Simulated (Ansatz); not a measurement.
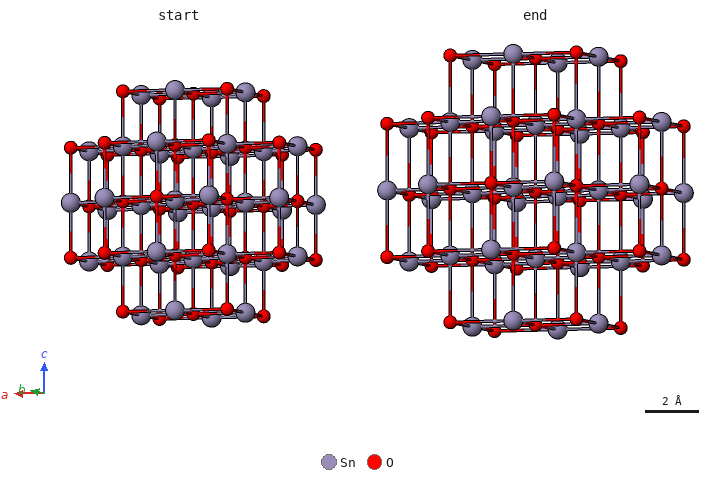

The structure of crystalline SnO (a generated structure, set up in Fm-3m) (coarse preliminary run) before (left) and after (right) a relaxation, at one scale.

Style: ball-and-stick. Shown: the conventional cell (4 times the calculation's cell), from a free direction. Lengths and directions refer to the drawn axes.

Case: Mg → Sn on all its sites, cell and atoms relaxed.

Theory: DFT PBE, scalar-relativistic, plane waves, PAW (Ansatz 0.2.0). Settings: plane-wave cutoff 420 eV; k-point mesh 8 × 8 × 8; occupations gaussian; smearing width 0.1 eV; no spin polarisation; cell and atoms relaxed; force threshold 0.05 eV/Å; at most 60 steps.

### Summarise the run.

Over 7 accepted moves (9 points after the start) the energy falls by 2541 meV per atom. All forces vanish by symmetry, so only the cell relaxes. Pressure: 183.40 GPa at the start and −0.13 GPa at the end. At 2 points the geometry stayed and the basis and grid were re-selected for the new cell (energy shift of 190 meV per atom at most each time). The atoms keep their places relative to the cell (all moves are under 0.005 Å). Cell: a = b = c 4.227 → 5.118 Å (+21.1 %). Volume +77.5 %. Some distances before and after: O–Sn 2.114 → 2.559 Å. The space group stays Fm-3m (No. 225). Cost: 23 s on 1 thread of Intel(R) Xeon(R) Processor @ 2.50GHz (Skylake/Cascade Lake) (shared host), peak memory 0.32 GiB.
